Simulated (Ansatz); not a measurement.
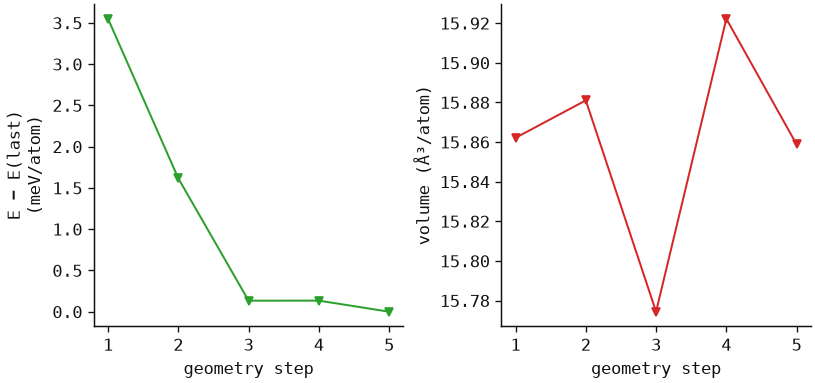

History of a geometry optimisation. The run: V (P6_3/mmc, 4 atoms in the cell), by DFT PBE, scalar-relativistic, plane waves, PAW (Ansatz); cutoff 420 eV, 12×12×10 k-mesh, Gaussian smearing of 0.1 eV. Atoms and cell relax. A closing SCF on a freshly chosen basis isn't drawn.

The optimisation met its thresholds at geometry 5, counting the start as the first. The energy fell by about 3.5 meV/atom from the first step to the last. All forces vanish by symmetry, so only the cell moves. The volume shrinks from 15.86 to 15.86 Å³ per atom (−0.0 %), overshooting to 15.77 at step 3.
